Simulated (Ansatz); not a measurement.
# Phonon calculation, with input and output: Al$_{3}$GaN$_{4}$ (part 2 of 2)

Al$_{3}$GaN$_{4}$ (P-43m, 8 atoms in the cell); DFT LDA, scalar-relativistic, plane waves, PAW, no spin polarisation (Ansatz 0.2.0); cutoff 420 eV, 8×8×8 k-mesh, fixed occupations. The structure derives from a Materials Project entry. It belongs to a series of runs on one base structure; here: phonon dispersion, density of states and thermodynamics.

Geometry of the input (Å; fractional positions):
```
4.3702  0.0000  0.0000
0.0000  4.3702  0.0000
0.0000  0.0000  4.3702
Al 0.5000  0.5000  0.0000
Al 0.5000  0.0000  0.5000
Al 0.0000  0.5000  0.5000
Ga 0.0000  0.0000  0.0000
N  0.7449  0.7449  0.2551
N  0.7449  0.2551  0.7449
N  0.2551  0.7449  0.7449
N  0.2551  0.2551  0.2551
```

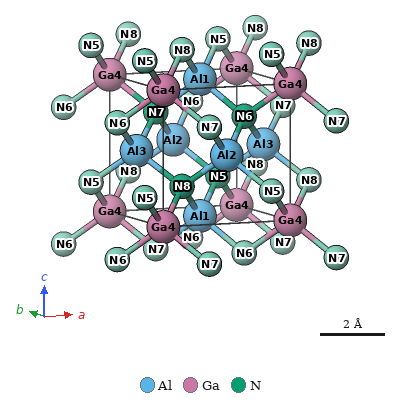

Fig. 1: The structure as given in the input (ball-and-stick view of the cell of the calculation, seen slightly off an axis; neighbours outside the cell are drawn fainter; atoms are numbered from 1 in the order of the input). An atom can appear more than once, as a periodic image.

What the program printed, continued:
```
--- Phonons (Γ-DFPT): 4 representative perturbations + reference, on 260 of 512 k-points (Σ response iterations 13) ---
  k mesh reduced under 1 symmetry operation, with k and −k counted as one. Each operation leaves every solved perturbation unchanged. A smaller set is not considered because the run solves the response to a homogeneous field
  ASR residual: 1.144e-4 → 0.000e0 eV/Å²; symmetrization residual: 4.283e-6 eV/Å²
  ASR residual per site (eV/Å²): 2.91e-5 2.91e-5 2.91e-5 1.14e-4 1.07e-4 1.07e-4 1.07e-4 1.07e-4
  Γ frequencies (cm⁻¹): 0.00 0.00 0.00 248.40 248.40 248.40 334.69 334.69 334.69 528.37 528.37 528.37 622.86 622.86 622.86 671.35 671.35 671.35 673.55 673.55 673.55 701.91 716.80 716.80
  ε∞ (high-frequency dielectric tensor):
        4.803122    -0.000000    -0.000000
       -0.000000     4.803122    -0.000000
       -0.000000    -0.000000     4.803122
  ε⁰ (static dielectric tensor: ions relaxed, cell fixed):
        8.715516    -0.000000     0.000000
       -0.000000     8.715516    -0.000000
        0.000000    -0.000000     8.715516
  ε⁰ − ε∞ (ionic part):
        3.912393    -0.000000     0.000000
       -0.000000     3.912393    -0.000000
        0.000000    -0.000000     3.912393
  softest optical mode at Γ: 248.40 cm⁻¹; the repairs (sum rule, projections) moved no ω² at Γ by more than (2.02 cm⁻¹)²
  Born effective charges Z* (e; rows j = field, columns β = displacement):
    site 0:
         2.64191    0.00000    0.00000
        -0.00000    2.64191   -0.00000
         0.00000   -0.00000    2.42491
    site 1:
         2.64191    0.00000    0.00000
        -0.00000    2.42491   -0.00000
         0.00000   -0.00000    2.64191
    site 2:
         2.42491    0.00000    0.00000
        -0.00000    2.64191   -0.00000
         0.00000   -0.00000    2.64191
    site 3:
         2.49795    0.00000    0.00000
        -0.00000    2.49795   -0.00000
         0.00000   -0.00000    2.49795
    site 4:
        -2.55167   -0.06199    0.06199
        -0.06199   -2.55167    0.06199
         0.06199    0.06199   -2.55167
    site 5:
        -2.55167    0.06199   -0.06199
         0.06199   -2.55167    0.06199
        -0.06199    0.06199   -2.55167
    site 6:
        -2.55167    0.06199    0.06199
         0.06199   -2.55167   -0.06199
         0.06199   -0.06199   -2.55167
    site 7:
        -2.55167   -0.06199   -0.06199
        -0.06199   -2.55167   -0.06199
        -0.06199   -0.06199   -2.55167
  Z* charge neutrality: 1.456e-3 e pre-enforcement
  solved inside a basis spanned on kpoints, on 8×8×8 k-points, its susceptibility summed on 12×12×12: ε∞ is read to err by 1.5e-2, Z* by 1.4e-2 e (field_mesh: kpoints solves on kpoints); Z* is corrected for what the basis lacks
  optical modes at Γ without the LO–TO term, one row a degenerate level:
      ω (cm⁻¹)  modes    IR ((D/Å)²/amu)
        248.40      3             0.5316
        334.69      3             0.0000
        528.37      3             8.2620
        622.86      3            82.1178
        671.35      3             0.0000
        673.55      3            95.0173
        701.91      1             0.0000
        716.80      2             0.0000
  optical modes at Γ + LO–TO along q̂ = [1.0000, 0.0000, 0.0000]:
      ω (cm⁻¹)  modes    IR ((D/Å)²/amu)
        248.40      2             0.3544
        249.38      1             0.0468
        334.69      3             0.0000
        528.37      2             5.5080
        532.45      1             0.2352
        622.86      2            54.7452
        644.55      1             0.6087
        671.35      3             0.0000
        673.55      2            63.3449
        701.91      1             0.0000
        716.80      2             0.0000
        866.65      1            61.0855
  optical modes at Γ + LO–TO along q̂ = [0.0000, 1.0000, 0.0000]:
      ω (cm⁻¹)  modes    IR ((D/Å)²/amu)
        248.40      2             0.3544
        249.38      1             0.0468
        334.69      3             0.0000
        528.37      2             5.5080
        532.45      1             0.2352
        622.86      2            54.7452
        644.55      1             0.6087
        671.35      3             0.0000
        673.55      2            63.3449
        701.91      1             0.0000
        716.80      2             0.0000
        866.65      1            61.0855
  optical modes at Γ + LO–TO along q̂ = [0.0000, 0.0000, 1.0000]:
      ω (cm⁻¹)  modes    IR ((D/Å)²/amu)
        248.40      2             0.3544
        249.38      1             0.0468
        334.69      3             0.0000
        528.37      2             5.5080
        532.45      1             0.2352
        622.86      2            54.7452
        644.55      1             0.6087
        671.35      3             0.0000
        673.55      2            63.3449
        701.91      1             0.0000
        716.80      2             0.0000
        866.65      1            61.0855
--- Phonons (arbitrary-q DFPT): 10 irreducible q on the 4×4×4 mesh ---
  q = [0.0000, 0.0000, 0.0000] (star 1, of the zone-centre solve; hermiticity 3.58e-7, symmetrization 1.27e-7): 0.00 0.00 0.00 248.40 248.40 248.40 334.69 334.69 334.69 528.37 528.37 528.37 622.86 622.86 622.86 671.35 671.35 671.35 673.55 673.55 673.55 701.91 716.80 716.80
  q = [0.0000, 0.0000, 0.2500] (star 6, 11 solved perturbations in 2840 linear systems a pass and spin channel, the states on 512 of 512 k-point pairs; hermiticity 1.58e-7, symmetrization 4.55e-7): 117.39 117.39 154.47 252.76 252.76 270.27 344.65 344.65 351.43 473.70 507.03 507.03 621.14 621.14 642.71 667.62 671.13 671.13 676.03 676.03 700.88 720.02 757.93 855.52
  q = [0.0000, 0.0000, -0.5000] (star 3, 9 solved perturbations in 1185 linear systems a pass and spin channel, the states on 260 of 512 k-point pairs; hermiticity 2.03e-7, symmetrization 1.37e-12): 179.93 179.93 226.36 240.06 240.06 354.50 354.92 367.21 368.68 368.68 476.49 476.49 620.58 620.58 648.36 663.88 671.25 671.25 678.13 678.13 697.59 723.12 801.16 832.35
  q = [0.0000, 0.2500, 0.2500] (star 12, 13 solved perturbations in 4336 linear systems a pass and spin channel, the states on 512 of 512 k-point pairs; hermiticity 2.50e-7, symmetrization 2.20e-7): 106.63 162.89 208.74 250.25 270.58 294.06 316.41 343.09 389.88 444.09 481.45 487.77 607.05 620.05 656.88 665.26 669.49 672.32 675.91 678.51 708.19 740.28 749.29 835.05
  q = [0.0000, 0.2500, -0.5000] (star 12, 18 solved perturbations in 5472 linear systems a pass and spin channel, the states on 512 of 512 k-point pairs; hermiticity 3.00e-7, symmetrization 1.37e-7): 176.27 185.29 206.62 258.76 275.47 293.23 346.66 370.57 380.03 406.43 463.66 463.82 610.78 615.45 662.18 666.36 666.95 670.93 677.88 679.94 710.02 731.92 784.77 805.27
  q = [0.0000, -0.5000, -0.5000] (star 3, 9 solved perturbations in 1185 linear systems a pass and spin channel, the states on 260 of 512 k-point pairs; hermiticity 1.68e-7, symmetrization 5.32e-13): 176.65 176.65 224.39 234.74 235.34 348.66 348.66 360.13 400.33 400.33 449.11 457.51 603.81 603.81 655.57 664.69 670.20 680.05 682.83 682.83 738.05 755.74 755.74 763.24
  q = [0.2500, 0.2500, 0.2500] (star 8, 6 solved perturbations in 2176 linear systems a pass and spin channel, the states on 512 of 512 k-point pairs; hermiticity 3.48e-7, symmetrization 1.03e-12): 137.13 137.13 228.18 239.21 239.21 291.20 357.83 357.83 364.39 450.33 450.33 504.47 609.68 609.68 658.32 664.77 667.60 667.60 682.63 682.63 712.03 738.39 738.39 816.67
  q = [0.2500, 0.2500, -0.5000] (star 12, 13 solved perturbations in 4336 linear systems a pass and spin channel, the states on 512 of 512 k-point pairs; hermiticity 2.82e-7, symmetrization 2.95e-7): 170.72 183.35 196.47 231.01 261.65 275.31 287.95 350.69 424.01 431.06 463.06 505.66 611.81 613.42 650.38 662.58 668.27 668.53 677.90 684.00 707.65 727.41 768.33 784.82
  q = [0.2500, -0.5000, -0.5000] (star 6, 11 solved perturbations in 2840 linear systems a pass and spin channel, the states on 512 of 512 k-point pairs; hermiticity 1.36e-7, symmetrization 6.19e-7): 169.56 169.56 193.48 226.72 229.94 272.89 272.89 280.00 462.19 462.19 472.32 525.76 607.00 607.00 645.37 656.87 665.50 672.13 672.13 681.21 721.93 742.68 742.68 748.38
  q = [-0.5000, -0.5000, -0.5000] (star 1, 4 solved perturbations in 425 linear systems a pass and spin channel, the states on 260 of 512 k-point pairs; hermiticity 9.54e-8, symmetrization 1.61e-13): 159.29 159.29 159.29 218.88 218.88 223.74 223.74 223.74 492.45 492.45 492.45 585.32 615.84 615.84 615.84 658.18 658.18 658.18 666.32 666.32 712.76 727.65 727.65 727.65
  sum rule: each row above includes the acoustic sum rule's correction from the zone centre's row sums; it moved no ω² by more than (1.45 cm⁻¹)²
  mesh force constants: q→R imaginary residual 8.58e-19; ASR residual 1.144e-4 → 0.000e0 eV/Å²; symmetrization residual 1.776e-14 eV/Å²
  interpolated dispersion: 51 rows × 24 modes
  density of states and harmonic sums: on the 16×16×16 q-mesh, interpolated from the force constants of a 4×4×4 supercell (with the dipole–dipole term)
  largest difference from the sums on the solved wave vectors: F 1.09e-2 eV, S 1.50e-5 and C_V 3.93e-6 eV/K
  zero-point energy: 0.744976 eV/cell   skipped modes (ω ≤ 0): 3   left out of the sums: 3.05e-5 of the cell's modes: C_V's classical limit lies that fraction below 3 k_B per atom; for a crystal, a wire or a layer, F and S can be off by more, and a phonons.interpolated_qmesh denser along its periods is the remedy for the sampling
```

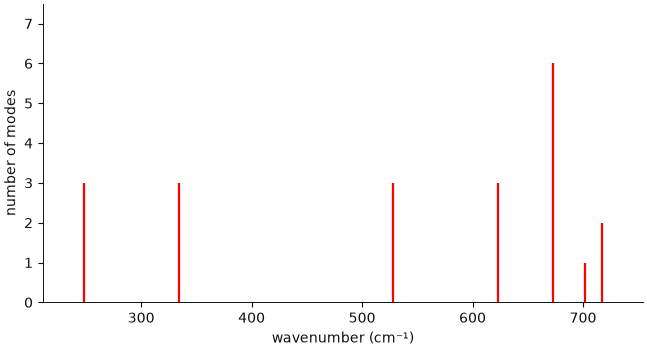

Fig. 2: Optical phonons at the zone centre (no LO–TO term); neighbouring modes closer than 3 cm⁻¹ are counted in one stick. 21 modes from 248 to 717 cm⁻¹, none imaginary.

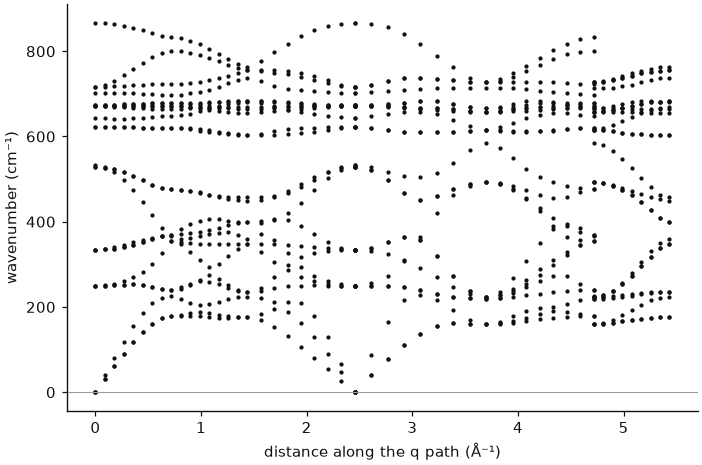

Fig. 3: Phonon frequencies along the path of the input (imaginary ones negative). The highest is 867 cm⁻¹; no branch is clearly imaginary on this path.

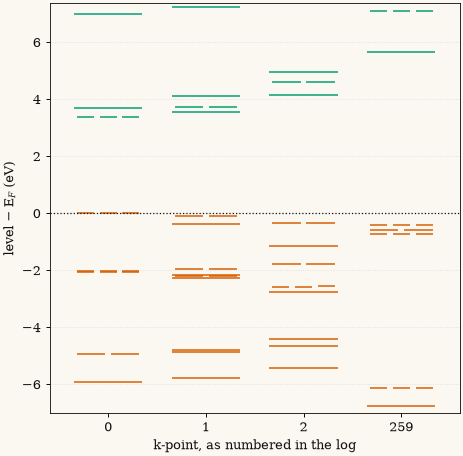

Fig. 4: Kohn–Sham levels near the Fermi level (dotted) at the few k-points that the log prints; levels within 0.02 eV of each other stand side by side. Among these points the highest filled and lowest empty levels are 3.38 eV apart, which is the gap on the mesh.

Results in brief:

| quantity | value |
| --- | --- |
| outcome | converged |
| space group (tolerance 0.01 Å) | P-43m (215) |
| electrons treated | 42 |
| free energy | −6751.5175 eV |
| Fermi energy | 7.607 eV |
| gap on the k-point mesh | 3.38 eV |
| ε∞ (xx, yy, zz) | 4.80, 4.80, 4.80 |
| Born charges (mean of the diagonal) | all 3 Al atoms (2.57 e); all 4 N atoms (−2.55 e); Ga4 (2.50 e) |
| wall time | 27 min (CPU time 1.5 h) |
| peak memory | 3.2 GiB |
